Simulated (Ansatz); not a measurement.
**Geometry relaxation of AlCu5 (part 1 of 2)**

System: AlCu5 (P4/mmm, 6 atoms in the cell).
Method: DFT PBE, scalar-relativistic, plane waves, PAW, no spin polarisation (Ansatz 0.2.0).

The structure was made by a generator, so it may or may not be a known phase.

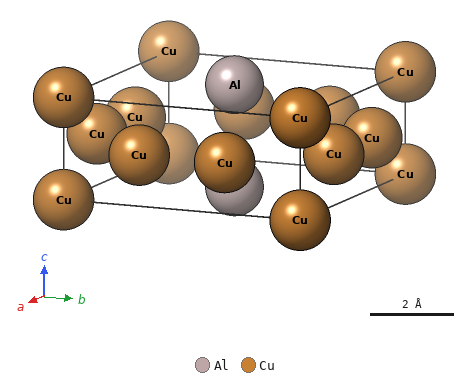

Fig. 1: The starting structure (spheres-only view of the cell of the calculation, seen slightly off an axis). An atom can appear more than once, as a periodic image.

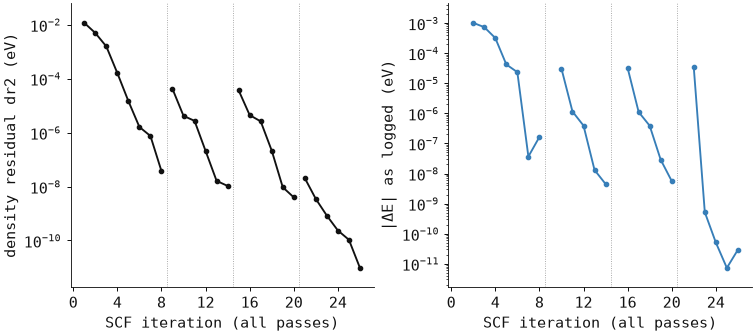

Fig. 2: Convergence of the self-consistent field: density residual dr2 and size of the energy change against the SCF iteration. The dotted lines part the SCF passes of the relaxation: geometry steps, rejected trials and re-solves on a re-selected basis. The passes take 8, 6, 6 and 6 iterations.

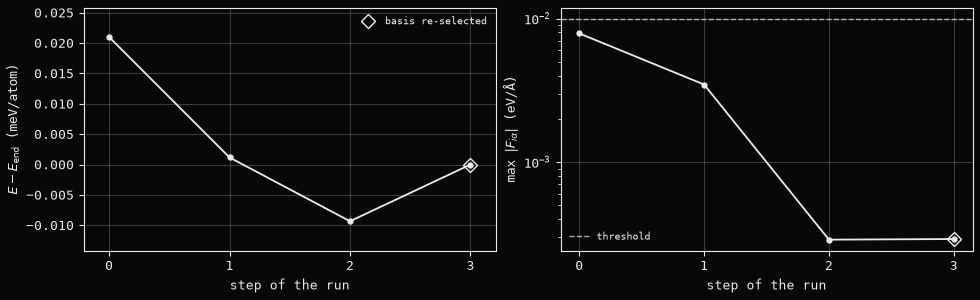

Fig. 3: Progress of the relaxation, step by step (the first geometry is step 0 here and step 1 in the log). The atoms keep their places relative to the cell (all moves are under 0.005 Å). After 2 geometry steps the energy has fallen by next to nothing (0.0 meV per atom). The largest force component goes from 0.0079 to 0.00029 eV/Å. The pressure goes from −0.13 to 0.00 GPa. A last SCF at the same geometry on a re-selected plane-wave basis shifts the energy by +0.0 meV per atom.

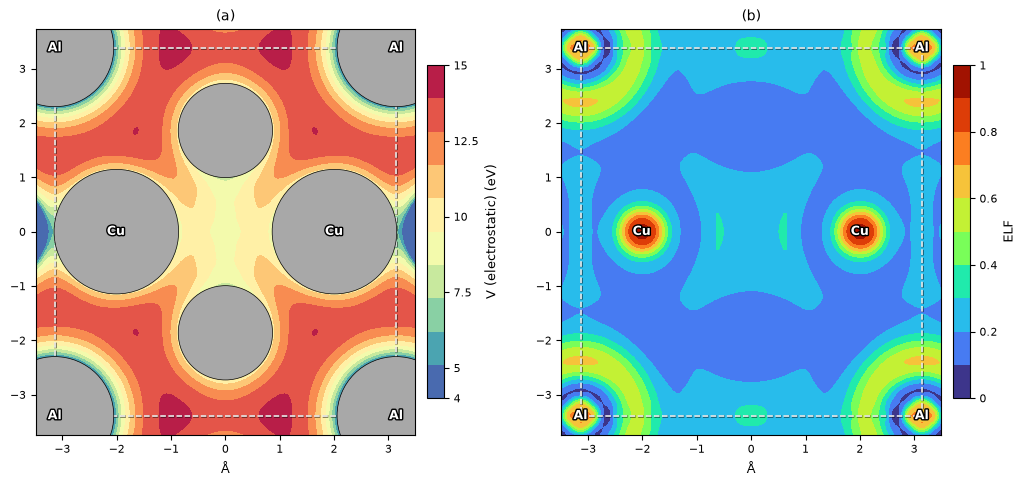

Fig. 4: (a) electrostatic potential energy of an electron; (b) ELF on the (011) plane of the conventional cell. Grey discs, where drawn, cover atomic cores. The strong features right at Cu lie inside the PAW spheres (semicore, d or f shells) and say nothing about bonding. Outside the cores the potential energy rises away from the atoms and is highest about 1.9 Å from the nearest atoms; outside the discs it spans about 9 eV, and its zero is arbitrary. In a PAW calculation such maps are meaningful between the atoms, not at the nuclei.

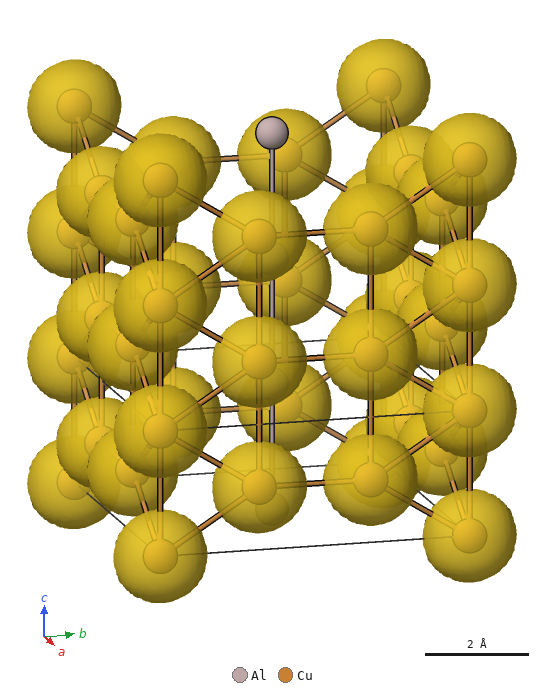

Fig. 5: Isosurface of the valence charge density (pseudo) at 0.6 e/Å³ (yellow), seen slightly off an axis. Sticks mark near contacts. The outline is the cell set on symmetry axes. At this value the density breaks into separate islands; it holds about 85 % of the electrons treated as valence (semicore included). It is pinched off along the Cu–Cu (2.27 Å), Al–Al (2.53 Å), Cu–Cu (2.37 Å) and Cu–Cu (2.53 Å) contacts. On the grid the lowest density along these lines, outside the cores, is 0.37 e/Å³ (Cu–Cu, 2.27 Å), 0.33 e/Å³ (Al–Al, 2.53 Å), 0.37 e/Å³ (Cu–Cu, 2.37 Å) and 0.28 e/Å³ (Cu–Cu, 2.53 Å).

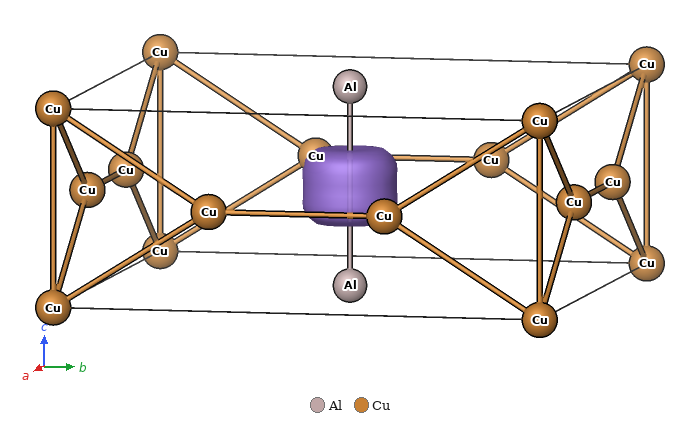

Fig. 6: Isosurface of the electron localisation function at 0.9 (purple), seen slightly off an axis. Only the valence region is drawn (cores and ρ < 0.01 e/Å³ removed). Sticks mark near contacts. The outline is the cell set on symmetry axes. Along the contacts the grid gives the following. Cu–Cu (2.27 Å): the ELF is about 0.20 at the midpoint; no localised pair between them. Al–Al (2.53 Å): the ELF peaks at about 1 between the atoms, which marks a shared electron pair.

These pictures come from the run below.

The input:
```yaml
crystal:
  lattice:
    - [6.280832202, 0.0, 0.0]
    - [0.0, 6.280832202, 0.0]
    - [0.0, 0.0, 2.529445887]
  atoms:
    - { symbol: Al, position: [0.5, 0.5, 0.0] }
    - { symbol: Cu, position: [0.3194812337, 0.0, 0.5] }
    - { symbol: Cu, position: [0.6805187663, 0.0, 0.5] }
    - { symbol: Cu, position: [0.0, 0.3194812337, 0.5] }
    - { symbol: Cu, position: [0.0, 0.6805187663, 0.5] }
    - { symbol: Cu, position: [0.0, 0.0, 0.0] }
basis:
  ecutwfc: 420
kpoints:
  mp_grid: { grid: [6, 6, 14] }
hamiltonian:
  xc: pbe
scf:
  occupations: { method: gaussian, width: 0.1 }
output:
  forces: true
  stress: true
  eigenvalues: true
  write_density: true
  write_potential: true
  elf: true
  volumetric_format: npy
relax:
  adjacent_minimum: "off"
  f_tol: 0.01
  max_steps: 80
  cell: { stress_tol: 0.05 }
```

Launched with:
```bash
ansatz run input.yaml --threads 1 --pin off --max-ram 2560MiB --backend cpu --events-out ev --progress --plain --runs-dir out
```

Log:
```
Engine: ansatz 0.2.0, x86_64-unknown-linux-gnu
Pseudopotentials: kind: paw
Pseudopotential: Al, paw, valence charge 3, recommended cutoff 420 eV (normal), Al.paw.azcp
Pseudopotential: Cu, paw, valence charge 19, recommended cutoff 420 eV (normal), Cu.paw.azcp
Functional definition: PBE
  parameter kappa = 0.804
  parameter beta = 0.06672455060314922
  exchange = pbe_x(kappa = kappa, mu = beta*pi^2/3)
  correlation = pbe_c(beta = beta)
Crystal: 6 atoms, lattice volume = 99.784 Å³
Basis set: ecut = 420 eV, 1981 PW (Γ), exchange–correlation on 90×90×36 points (8 copies of the dense FFT grid, shifted against one another)
Bands: 59, of which v1, the nominal top of the filled ones, is band 49 counted from 1 (48 counted from 0)
Symmetry: 16 space group operations
Space group: P4/mmm (ITA 123), of the structure as read, at distance tolerance 4.6e-5 Å
k-points: 80 of 504
Non-local potential: Al, projectors of the file, l = 0: 2, l = 1: 2, l = 2: 1
Non-local potential: Cu, projectors of the file, l = 0: 3, l = 1: 2, l = 2: 3, l = 3: 1
PAW form: soft (Blöchl's): semilocal exchange-correlation on the pseudo side does not see the compensation charge
PAW one-centre angular grid: Al, 110 points (default); XC on 64 Gauss nodes
PAW one-centre angular grid: Cu, 590 points (default); XC on 64 Gauss nodes
Initial density: superposition of atomic densities (neutral atoms: chi_scale 0, normalization atom), corrected by the library's trained network
Initial wavefunctions: pseudopotential atomic-orbital guess
Functional: x = pbe(κ = 0.804, μ = 0.2195149727645171), c = pbe(β = 0.06672455060314922)
SCF iter   1: F=—  HF=-33660.328878 eV  |F-HF|=—  |Δ(HF+E_count)|=         —  Δρ=2.58e-3  dr2=1.17e-2  ethr=1.77e-3  ⟨swp⟩=6.0  Hψ=16951  notcnv=0  defer=25
preconditioner: auto → Kerker (q_TF=auto, 2.720 Å⁻¹)  [metal: Δε(μ)=0.013 eV  Ē_g=7.408 eV  σ=0.100 eV  W_gap=0.07  n_scr=30 (ndim 8)  ℏωp=28.3 eV  f_vac=0.000  D(μ)=2.33/eV (n_scr^D=12)]
SCF iter   2: F=—  HF=-33660.327859 eV  |F-HF|=—  |Δ(HF+E_count)|=   1.02e-3  Δρ=1.40e-3  dr2=4.92e-3  ethr=1.20e-5  ⟨swp⟩=1.8  Hψ=6085  notcnv=0  defer=32
SCF iter   3: F=—  HF=-33660.327124 eV  |F-HF|=—  |Δ(HF+E_count)|=   7.34e-4  Δρ=1.15e-3  dr2=1.56e-3  ethr=5.02e-6  ⟨swp⟩=2.0  Hψ=6471  notcnv=0  defer=32
SCF iter   4: F=—  HF=-33660.326805 eV  |F-HF|=—  |Δ(HF+E_count)|=   3.19e-4  Δρ=2.21e-4  dr2=1.60e-4  ethr=1.59e-6  ⟨swp⟩=2.0  Hψ=6547  notcnv=0  defer=32
SCF iter   5: F=—  HF=-33660.326763 eV  |F-HF|=—  |Δ(HF+E_count)|=   4.22e-5  Δρ=7.52e-5  dr2=1.47e-5  ethr=1.63e-7  ⟨swp⟩=2.0  Hψ=5897  notcnv=0  defer=32
SCF iter   6: F=—  HF=-33660.326786 eV  |F-HF|=—  |Δ(HF+E_count)|=   2.34e-5  Δρ=3.47e-5  dr2=1.61e-6  ethr=1.50e-8  ⟨swp⟩=2.0  Hψ=5907  notcnv=0  defer=32
SCF iter   7: F=—  HF=-33660.326786 eV  |F-HF|=—  |Δ(HF+E_count)|=   3.65e-8  Δρ=3.35e-5  dr2=7.47e-7  ethr=1.65e-9  ⟨swp⟩=2.0  Hψ=7941  notcnv=0  defer=32
SCF iter   8: F=-33660.326786 eV  HF=-33660.326786 eV  |F-HF|=2.01e-8  |Δ(HF+E_count)|=   1.64e-7  Δρ=7.18e-6  dr2=3.73e-8  ethr=1.02e-10  ⟨swp⟩=10.3  Hψ=35120  notcnv=0
SCF 1 converged in 8 iterations: F = -33660.326786 eV  dr2 = 3.73e-8
  greatest PAW one-centre occupation: 1.000 electrons in one spin orbital (limit 2), on the Cu atom at site 2 (counted from 0), in its partial waves of l = 0
relax step   1: F+E_penalty+E_count = -33660.32678589 eV  Δ(F+E_penalty+E_count) = +0.000e0 eV  max|allowed force component| = 7.880e-3 eV/Å  Δτ_max = 0.0000 Å  P = -0.126 GPa  Ω = 99.784 Å³  (8 SCF iters, dr2 threshold 1.00e-7 eV, accepted)
Crystal: 6 atoms, lattice volume = 99.716 Å³
Initial density: handed on by an earlier stage of this run
Initial wavefunctions: those handed on with the density
iter 1 solved again at ethr=4.30e-8 eV; its pass at ethr=3.10e-3 eV (dr2=4.21e-5 eV) is discarded
SCF iter   1: F=—  HF=-33660.326876 eV  |F-HF|=—  |Δ(HF+E_count)|=         —  Δρ=2.26e-4  dr2=4.15e-5  ethr=4.30e-8  ⟨swp⟩=2.3  Hψ=18299  notcnv=0
preconditioner: auto → Kerker (q_TF=auto, 2.720 Å⁻¹)  [metal: Δε(μ)=0.034 eV  Ē_g=7.382 eV  σ=0.100 eV  W_gap=0.19  n_scr=30 (ndim 8)  ℏωp=28.3 eV  f_vac=0.000  D(μ)=2.31/eV (n_scr^D=12)]
SCF iter   2: F=—  HF=-33660.326906 eV  |F-HF|=—  |Δ(HF+E_count)|=   3.06e-5  Δρ=4.80e-5  dr2=4.16e-6  ethr=4.24e-8  ⟨swp⟩=2.1  Hψ=6082  notcnv=0
SCF iter   3: F=—  HF=-33660.326905 eV  |F-HF|=—  |Δ(HF+E_count)|=   1.15e-6  Δρ=4.33e-5  dr2=2.72e-6  ethr=4.25e-9  ⟨swp⟩=2.6  Hψ=8354  notcnv=0
SCF iter   4: F=—  HF=-33660.326905 eV  |F-HF|=—  |Δ(HF+E_count)|=   3.91e-7  Δρ=1.02e-5  dr2=2.09e-7  ethr=2.77e-9  ⟨swp⟩=1.7  Hψ=5644  notcnv=0
iter 5 did not close the SCF: its close was put off for the readings that it lacked (scf_convergence_deferred on its scf_iter line)
SCF iter   5: F=-33660.326905 eV  HF=-33660.326905 eV  |F-HF|=1.10e-8  |Δ(HF+E_count)|=   1.31e-8  Δρ=3.78e-6  dr2=1.62e-8  ethr=2.13e-10  ⟨swp⟩=2.2  Hψ=6695  notcnv=0
SCF iter   6: F=-33660.326905 eV  HF=-33660.326905 eV  |F-HF|=1.31e-8  |Δ(HF+E_count)|=   4.49e-9  Δρ=3.49e-6  dr2=1.05e-8  ethr=1.65e-11  ⟨swp⟩=5.0  Hψ=28331  notcnv=0
SCF 2 converged in 6 iterations: F = -33660.326905 eV  dr2 = 1.05e-8
  greatest PAW one-centre occupation: 1.000 electrons in one spin orbital (limit 2), on the Cu atom at site 4 (counted from 0), in its partial waves of l = 0
relax step   2: F+E_penalty+E_count = -33660.32690478 eV  Δ(F+E_penalty+E_count) = -1.189e-4 eV  max|allowed force component| = 3.470e-3 eV/Å  Δτ_max = 0.0000 Å  P = -0.060 GPa  Ω = 99.716 Å³  energy of the carried Pulay correction = +3.604e-5 eV  (6 SCF iters, dr2 threshold 1.87e-7 eV, accepted)
Crystal: 6 atoms, lattice volume = 99.656 Å³
iter 1 solved again at ethr=3.79e-8 eV; its pass at ethr=3.10e-3 eV (dr2=3.72e-5 eV) is discarded
```
